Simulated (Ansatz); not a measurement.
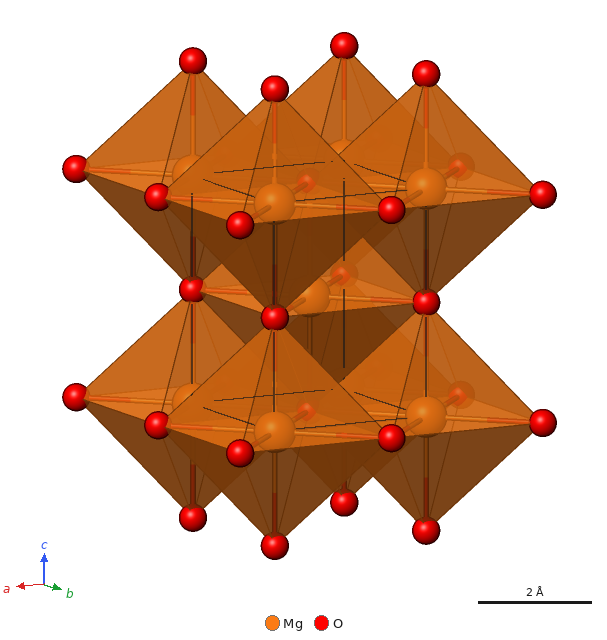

The figure gives a polyhedral picture of the atoms, viewed from a general direction. The parallelepiped is the conventional unit cell. A few atoms beyond the faces are included.

MgO, space group I4/mmm (No. 139), a = 3.06 Å, b = 3.06 Å, c = 4.13 Å, α = 90.00°, β = 90.00°, γ = 90.00°.

Theory: DFT r2SCAN, scalar-relativistic, plane waves, PAW in Ansatz. Numerical settings: 500 eV cutoff, k-points about 0.26 Å⁻¹ apart, Gaussian smearing of 0.02 eV, no spin polarisation.

**Predict the gap.**

An insulator at this level, with a gap of 5.22 eV.

**Give the pressure and its sign.**

The computed pressure is -5.8 GPa (stretched: it would shrink). The stress isn't hydrostatic: its largest component is 8.6 GPa.

The initial geometry was a structure listed in the Materials Project. The cell was then strained or its atoms displaced on purpose. A calculation with Ansatz used it as input.

At this level of theory the cell isn't at rest (stretched, at -6 GPa), so its distances can differ from those at equilibrium, the more so the softer the solid.
